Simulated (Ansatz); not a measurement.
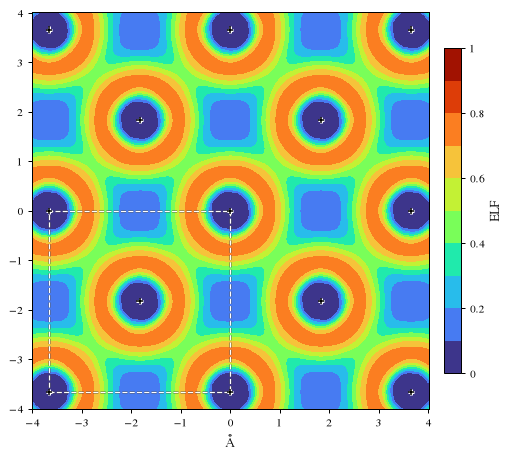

The ELF on a plane through atoms (crosses mark nuclei in the plane).

All numbers below come from Ansatz 0.2.0, DFT, PBEsol, plane waves (420 eV) with PAW, scalar-relativistic.

Candidates:
A. P, a = 3.66 Å, b = 3.66 Å, c = 3.66 Å, α = 90.00°, β = 90.00°, γ = 90.00°. Space group Fm-3m; set up as P, fcc; a generated structure, not necessarily the stable one; changed on purpose from its base cell (volume × 0.88); computed pressure about 18 GPa in this cell; computed without spin polarisation.
B. Sn, a = 5.31 Å, b = 5.31 Å, c = 3.23 Å, α = 90.00°, β = 90.00°, γ = 120.00°. Space group P6/mmm; set up as Sn, omega (AlB2-type); a generated structure, not necessarily the stable one.

Which system is this?

Candidate A: P on the (100) plane of the conventional cell, which holds P. P–P (2.59 Å): the ELF peaks at about 0.80 in the valence shell of P, 0.7 Å from its nucleus, and drops to about 0.45 between the two atoms.
